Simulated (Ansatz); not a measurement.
**What a change does: band-structure calculation on SnGe2**

System: SnGe2 (P-3m1, 6 atoms in the cell).
Method of run A: DFT, PBE, plane waves, PAW, no spin polarisation (Ansatz 0.2.0).

The structure was built on a prototype by a generator. The geometry comes from this level: r2SCAN. Text and figures count atoms from 1; the logs count them from 0 in places.

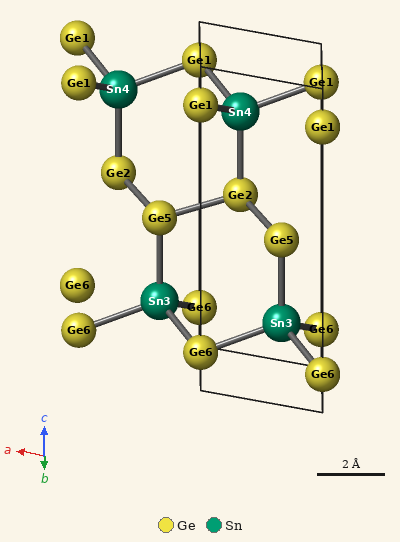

**Figure 1.** The input geometry (ball-and-stick view of the cell of the calculation, repeated 2 × 1 × 1, seen at an oblique angle; atoms are numbered from 1 in the order of the input). An atom can appear more than once, as a periodic image.

## Input, run A
```yaml
crystal:
  lattice:
    - [4.2416974336, 0.0, 0.0]
    - [-2.1208487168, 3.6734177327, 0.0]
    - [0.0, 0.0, 10.3577214411]
  atoms:
    - { symbol: Ge, position: [0.0, 0.0, 0.8818589599] }
    - { symbol: Ge, position: [0.6666666667, 0.3333333333, 0.5355174598] }
    - { symbol: Sn, position: [0.3333333333, 0.6666666667, 0.208018859] }
    - { symbol: Sn, position: [0.6666666667, 0.3333333333, 0.791981141] }
    - { symbol: Ge, position: [0.3333333333, 0.6666666667, 0.4644825402] }
    - { symbol: Ge, position: [0.0, 0.0, 0.1181410401] }
kpoints:
  mp_grid: { grid: [12, 12, 4] }
  band_path:
    path:
      - [0.0, 0.0, 0.0]
      - [0.5, 0.0, 0.0]
      - [0.3333333333, 0.3333333333, 0.0]
      - [0.0, 0.0, 0.5]
      - [0.5, 0.0, 0.5]
      - [0.3333333333, 0.3333333333, 0.5]
    npoints: 1
hamiltonian:
  xc: pbe
scf:
  occupations: { method: fermi_dirac, width: 0.02 }
  n_extra_bands: 5
output:
  forces: true
  stress: true
  eigenvalues: true
```

Launched with:
```bash
ansatz run input.yaml --threads 2 --pin off --max-ram 3686MiB --backend cpu --events-out ev --progress --plain --runs-dir out
```

Hardware: 2 threads of Arm Neoverse V1, 24 GiB of memory available, shared host.

## Output, shortened to warnings, some set-up lines, iterations and results (run A)
```
Basis set: ecut = 420 eV, 3185 PW (Γ), exchange–correlation on 60×60×144 points (8 copies of the dense FFT grid, shifted against one another)
Symmetry: 12 space group operations
k-points: 69 of 576
Initial density: superposition of atomic densities (neutral atoms: chi_scale 0, normalization atom), corrected by the library's trained network
[...]
SCF iter   1: F=—  HF=-29228.021309 eV  |F-HF|=—  |Δ(HF+E_count)|=         —  Δρ=1.59e-3  dr2=1.19e-2  ethr=1.77e-3  ⟨swp⟩=6.8  Hψ=12315  notcnv=0
SCF iter   2: F=—  HF=-29228.022074 eV  |F-HF|=—  |Δ(HF+E_count)|=   7.64e-4  Δρ=1.86e-3  dr2=2.34e-2  ethr=1.42e-5  ⟨swp⟩=3.0  Hψ=7245  notcnv=0  defer=53
SCF iter   3: F=—  HF=-29228.016510 eV  |F-HF|=—  |Δ(HF+E_count)|=   5.56e-3  Δρ=4.33e-4  dr2=2.19e-3  ethr=1.42e-5  ⟨swp⟩=3.1  Hψ=5946  notcnv=0  defer=53
SCF iter   4: F=—  HF=-29228.016175 eV  |F-HF|=—  |Δ(HF+E_count)|=   3.35e-4  Δρ=9.28e-5  dr2=2.05e-5  ethr=2.61e-6  ⟨swp⟩=2.0  Hψ=4048  notcnv=0  defer=53
SCF iter   5: F=—  HF=-29228.016082 eV  |F-HF|=—  |Δ(HF+E_count)|=   9.30e-5  Δρ=3.48e-5  dr2=1.76e-6  ethr=2.45e-8  ⟨swp⟩=2.0  Hψ=6128  notcnv=0  defer=53
SCF iter   6: F=—  HF=-29228.016082 eV  |F-HF|=—  |Δ(HF+E_count)|=   3.55e-7  Δρ=9.92e-6  dr2=1.67e-7  ethr=2.09e-9  ⟨swp⟩=2.0  Hψ=5738  notcnv=0  defer=53
SCF iter   7: F=-29228.016082 eV  HF=-29228.016082 eV  |F-HF|=1.29e-8  |Δ(HF+E_count)|=  9.86e-10  Δρ=3.69e-6  dr2=1.77e-8  ethr=1.19e-10  ⟨swp⟩=8.9  Hψ=13049  notcnv=0
SCF 1 converged in 7 iterations: F = -29228.016082 eV  dr2 = 1.77e-8
NSCF: frozen V_eff on 6 k-points
SCF converged after 7 iterations
Free energy (F): -29228.016082 eV
Harris-Foulkes:  -29228.016082 eV  (|F-HF|=1.29e-8)
Internal energy: -29228.015209 eV  (E = F + TS)
E sigma→0 (E₀):  -29228.015646 eV
Entropy (-TS):   -0.000873 eV (-0.145 meV/atom)
Fermi energy:    8.093885 eV
--- Per-component energies (eV) ---
  E_band       = -864.128946
  E_kinetic    = 819.261721
  E_local      = -12383.774414  (includes V_loc(G=0)·N_el)
  E_nonlocal   = 1608.063297
  E_hartree    = 5753.051361
  E_xc         = -1065.546488
  E_vxc        = -448.401877  (∫ρ·V_xc dr)
  E_paw        = -16354.260105  (= ΣΔE_a)
  E_vpaw       = -1965.369809  (= ΣTr[D̂ρ^β])
  E_aug_tail   = 0.001223  (compensation charges beyond the density's cutoff)
  E_ewald      = -7604.811805
  E_smearing   = -0.000873  (= −TS)
  E_closure    = -0.000000  (closes the sum)
  Σ components = -29228.016082   (vs F -29228.016082, Δ=0.00e0)
--- Forces (eV/Å), atoms counted from 1 ---
  atom   1  Ge    -0.00000000    -0.00000000    -0.04929386
  atom   2  Ge     0.00000000    -0.00000000     0.05005667
  atom   3  Sn    -0.00000000    -0.00000000     0.01291487
  atom   4  Sn     0.00000000     0.00000000    -0.01291487
  atom   5  Ge     0.00000000     0.00000000    -0.05005667
  atom   6  Ge     0.00000000     0.00000000     0.04929386
  max |Σ_I F_I| component: 9.25e-18 eV/Å
--- Stress (GPa, compression-positive) ---
        2.064237       0.000000       0.000000
        0.000000       2.064237      -0.000000
        0.000000      -0.000000       2.642066
  P = ⅓ Tr σ = 2.2568 GPa (22.568 kbar)
```

The input of run B differs as follows (lines with − go, lines with + come):
```diff
-  mp_grid: { grid: [12, 12, 4] }
+  mp_grid: { grid: [6, 6, 2] }
+basis:
+  ecutwfc: 260
```

What does this change do to the results?

The free energy of run B is 670.6 meV per atom higher, the joint effect of these numerical settings, which can't be told apart here. The largest force goes from 0.050 to 0.134 eV/Å. The SCF takes 8 iterations against 7. The irreducible k-points go from 69 to 14. The plane waves at Γ go from 3185 to 1563. On the same kind of shared host run B took about 0.13 times as long.

## Output, shortened to warnings, some set-up lines, iterations and results (run B)
```
Warning: basis.ecutwfc = 260 eV is below the records' recommended 420 eV, and the density's cutoff is lower with it unless basis.ecutrho_ratio is high enough to keep the records' density cutoff: compare with a run at a higher cutoff
Basis set: ecut = 260 eV, 1563 PW (Γ), exchange–correlation on 48×48×120 points (8 copies of the dense FFT grid, shifted against one another)
Symmetry: 12 space group operations
k-points: 14 of 72
Initial density: superposition of atomic densities (neutral atoms: chi_scale 0, normalization atom), corrected by the library's trained network
[...]
SCF iter   1: F=—  HF=-29224.276519 eV  |F-HF|=—  |Δ(HF+E_count)|=         —  Δρ=6.17e-3  dr2=3.68e-2  ethr=1.77e-3  ⟨swp⟩=6.5  Hψ=2369  notcnv=0
SCF iter   2: F=—  HF=-29224.247378 eV  |F-HF|=—  |Δ(HF+E_count)|=   2.91e-2  Δρ=1.44e-2  dr2=2.05e-1  ethr=4.38e-5  ⟨swp⟩=3.0  Hψ=2080  notcnv=0  defer=10
SCF iter   3: F=—  HF=-29223.994971 eV  |F-HF|=—  |Δ(HF+E_count)|=   2.52e-1  Δρ=7.07e-4  dr2=1.46e-3  ethr=4.38e-5  ⟨swp⟩=3.0  Hψ=1355  notcnv=0  defer=10
SCF iter   4: F=—  HF=-29223.992282 eV  |F-HF|=—  |Δ(HF+E_count)|=   2.69e-3  Δρ=1.59e-4  dr2=5.97e-5  ethr=1.74e-6  ⟨swp⟩=2.0  Hψ=1288  notcnv=0  defer=10
SCF iter   5: F=—  HF=-29223.992192 eV  |F-HF|=—  |Δ(HF+E_count)|=   9.04e-5  Δρ=5.62e-5  dr2=8.33e-6  ethr=7.11e-8  ⟨swp⟩=2.0  Hψ=1246  notcnv=0  defer=10
SCF iter   6: F=—  HF=-29223.992193 eV  |F-HF|=—  |Δ(HF+E_count)|=   7.36e-7  Δρ=1.49e-5  dr2=8.61e-7  ethr=9.92e-9  ⟨swp⟩=2.0  Hψ=1115  notcnv=0  defer=10
SCF iter   7: F=—  HF=-29223.992193 eV  |F-HF|=—  |Δ(HF+E_count)|=   4.96e-7  Δρ=6.84e-6  dr2=1.12e-7  ethr=1.03e-9  ⟨swp⟩=2.0  Hψ=1231  notcnv=0  defer=10
SCF iter   8: F=-29223.992193 eV  HF=-29223.992193 eV  |F-HF|=4.59e-9  |Δ(HF+E_count)|=  7.24e-10  Δρ=1.64e-6  dr2=1.27e-8  ethr=1.19e-10  ⟨swp⟩=7.8  Hψ=2397  notcnv=0
SCF 1 converged in 8 iterations: F = -29223.992193 eV  dr2 = 1.27e-8
NSCF: frozen V_eff on 6 k-points
SCF converged after 8 iterations
Free energy (F): -29223.992193 eV
Harris-Foulkes:  -29223.992193 eV  (|F-HF|=4.59e-9)
Internal energy: -29223.990365 eV  (E = F + TS)
E sigma→0 (E₀):  -29223.991279 eV
Entropy (-TS):   -0.001828 eV (-0.305 meV/atom)
Fermi energy:    7.966051 eV
--- Per-component energies (eV) ---
  E_band       = -897.857083
  E_kinetic    = 827.442653
  E_local      = -12402.549728  (includes V_loc(G=0)·N_el)
  E_nonlocal   = 1650.083041
  E_hartree    = 5767.269630
  E_xc         = -1066.049164
  E_vxc        = -448.846978  (∫ρ·V_xc dr)
  E_paw        = -16395.231191  (= ΣΔE_a)
  E_vpaw       = -2058.380522  (= ΣTr[D̂ρ^β])
  E_aug_tail   = -0.143801  (compensation charges beyond the density's cutoff)
  E_ewald      = -7604.811805
  E_smearing   = -0.001828  (= −TS)
  E_closure    = 0.000000  (closes the sum)
  Σ components = -29223.992193   (vs F -29223.992193, Δ=0.00e0)
--- Forces (eV/Å), atoms counted from 1 ---
  atom   1  Ge    -0.00000000    -0.00000000    -0.02959446
  atom   2  Ge     0.00000000    -0.00000000    -0.13426645
  atom   3  Sn    -0.00000000    -0.00000000     0.00167802
  atom   4  Sn     0.00000000     0.00000000    -0.00167802
  atom   5  Ge     0.00000000     0.00000000     0.13426645
  atom   6  Ge     0.00000000     0.00000000     0.02959446
  max |Σ_I F_I| component: 1.04e-17 eV/Å
--- Stress (GPa, compression-positive) ---
        2.200689       0.000000       0.000000
       -0.000000       2.200689      -0.000000
        0.000000      -0.000000       2.515665
  P = ⅓ Tr σ = 2.3057 GPa (23.057 kbar)
```

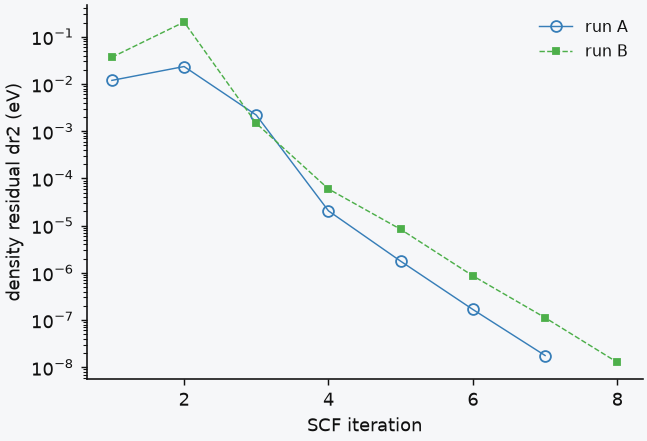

**Figure 2.** Convergence of the two runs: density residual dr2 against the SCF iteration. Run A takes 7 iterations in all, and run B takes 8.

## The two runs side by side

```csv
quantity,run A,run B
outcome,converged,converged
free energy per atom (eV),−4871.3360,−4870.6654
gap on the mesh (eV),0.00,0.00
pressure (GPa),2.26,2.31
largest force (eV/Å),0.050,0.134
SCF iterations,7,8
irreducible k-points,69,14
plane waves at Γ,3185,1563
wall time (shared host),21 s,2.7 s
```

For run B: Warnings: the cutoff is below the recommended one.
